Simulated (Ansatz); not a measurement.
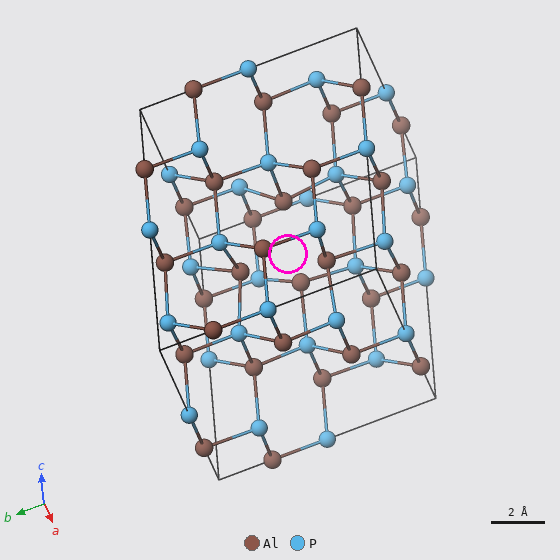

The figure gives a ball-and-stick picture of the atoms, viewed from a general direction. Thin lines show the supercell, with boundary atoms drawn in all their periodic places. The host is AlP, in a cell of 32 sites, and the cell carries a charge of -1. A ring marks the defect's site.

Question: Which defect is modelled here, and what are its neighbours?

Answer: A phosphorus vacancy. Around the empty site lie four Al at about 2.1 Å.

The atoms were relaxed in the host's cell with DFT PBE, scalar-relativistic, plane waves, PAW in Ansatz 0.2.0.
